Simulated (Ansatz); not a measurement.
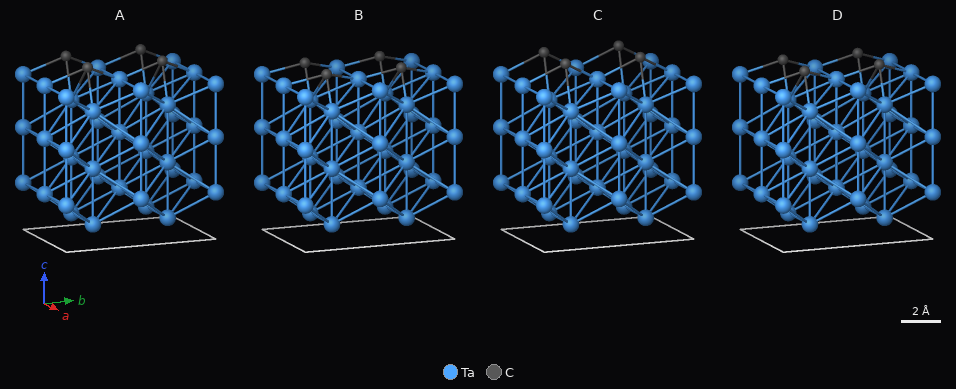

4 geometries from one constrained relaxation of a slab of composition Ta6C (cut from the Fm-3m phase), in shuffled order. A ball-and-stick model of the 2 × 2 repeat of the cell, outlined in the plane, without the vacuum, seen slightly off an axis.

Case: C over the place (1/4, 2/4) of the surface cell, its height relaxed. The slab is the (1 1 0) face of Ta with C on it. 6 atoms are held fixed.

The calculation used DFT PBEsol, scalar-relativistic, plane waves, PAW in Ansatz 0.2.0. Settings: plane-wave cutoff 420 eV; k-point mesh 10 × 7 × 1; occupations gaussian; smearing width 0.1 eV; no spin polarisation; dipole correction; atoms relaxed in a fixed cell; force threshold 0.02 eV/Å; at most 25 steps.

### Order the frames from highest to lowest energy.

C, A, D, B. They are steps 0, 1, 2, 5, at +1.413 eV per cell of the calculation, +0.715 eV per cell of the calculation, +0.182 eV per cell of the calculation relative to the last. The energy falls by 1.413 eV per cell of the calculation in 5 geometry steps. Largest force component: 3.8 eV/Å at the start, 0.0018 eV/Å at the end. The atom that moves furthest is the C atom (0.55 Å along the normal (−c)). Ta stays in place. The lattice vectors keep their values. Some distances before and after: C–Ta 2.473 → 1.952 Å, C–Ta 3.236 → 2.858 Å, C–Ta 2.491 → 2.291 Å. Bond angles that change, for instance: Ta–C–Ta 113.9° → 131.4°, Ta–C–Ta 69.6° → 83.4°.

Limits of the set-up: the periodic images lie only 3.0 Å apart, so the values are limited by the cell's size.
